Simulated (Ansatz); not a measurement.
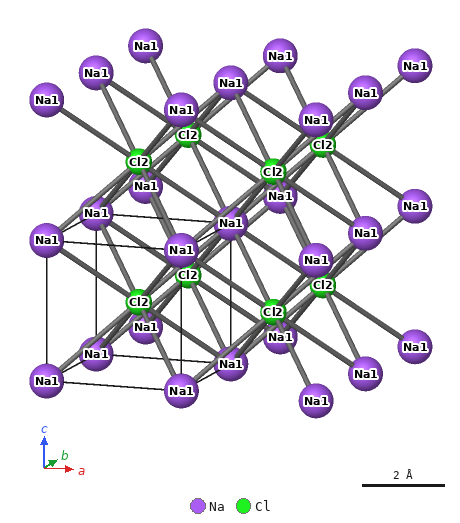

The starting point is a symmetric starting cell of NaCl. Style: ball-and-stick. Shown: the cell of the calculation, repeated 2 × 2 × 2 with one cell outlined, slightly off an axis.

All numbers below come from DFT PBEsol, scalar-relativistic, plane waves, PAW (Ansatz 0.2.0). (plane-wave cutoff 420 eV; k-point mesh 6 × 6 × 6; occupations gaussian; smearing width 0.02 eV; no spin polarisation)

Change: The cell is strained by +1.4 % along [1 −1 −1] and −1.6 % across it (volume −1.8 %), the atoms keeping their fractional coordinates. No relaxation follows. The starting cell wasn't computed here and needn't be at equilibrium, so pressure and forces aren't due to the change alone.

Q: Predict the response.

A: Among the bonded contacts that change: Cl–Na 3.033 → 2.995 to 3.076 Å. The space group (tolerance 0.01 Å) goes from Pm-3m (No. 221) to R-3m (No. 166). The pressure is −0.8 GPa (not all of it need come from the change, since the unchanged cell can be under pressure at this level too). The principal stresses (compression positive) are −0.7 GPa along [1 −1 −1] and −0.8 GPa across it. All forces vanish by symmetry.

Drawn alike, the variant:

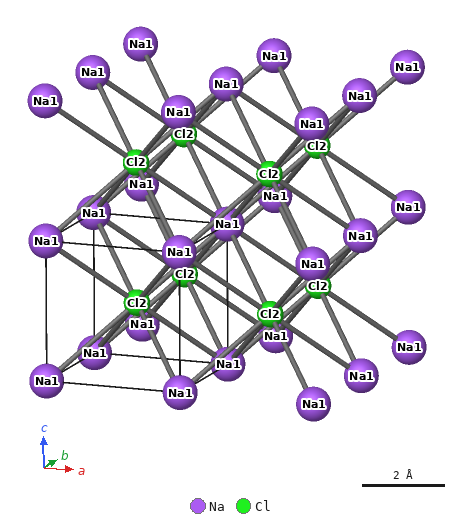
